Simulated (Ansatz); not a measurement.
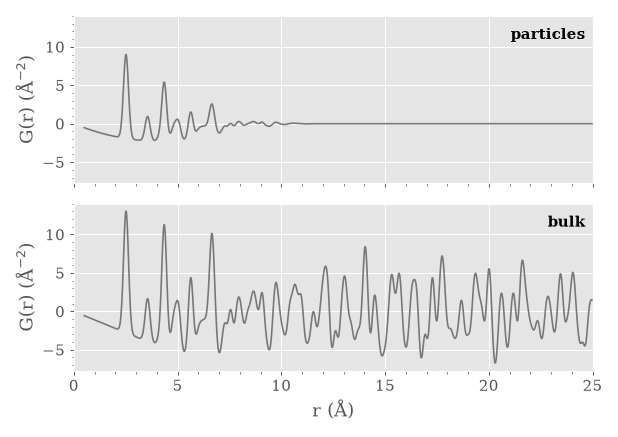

The curve is a calculated X-ray PDF: distances of the static structure, each pair weighted by the product of the atomic numbers (X-ray weights at Q = 0), broadened by Gaussians with σ = 0.12 Å, for spherical particles of Cu with the bulk structure: the bulk G(r) is multiplied by the envelope of a sphere of diameter D, 1 − 3r/2D + r³/2D³, with no surface relaxation. The number density is 0.0883 atoms per Å³. It is based on the input geometry of an electronic-structure calculation (not necessarily at equilibrium); the starting structure was generated, so it need not be a known form of this composition.

### How large are the particles?

About 12 Å (1.2 nm): the signal is half of the bulk amplitude at r ≈ 4.2 Å and vanishes at r = D, fading from view somewhat earlier.

### Roughly how many atoms does one particle hold?

About 80 (number density 0.0883 Å⁻³ times πD³/6).
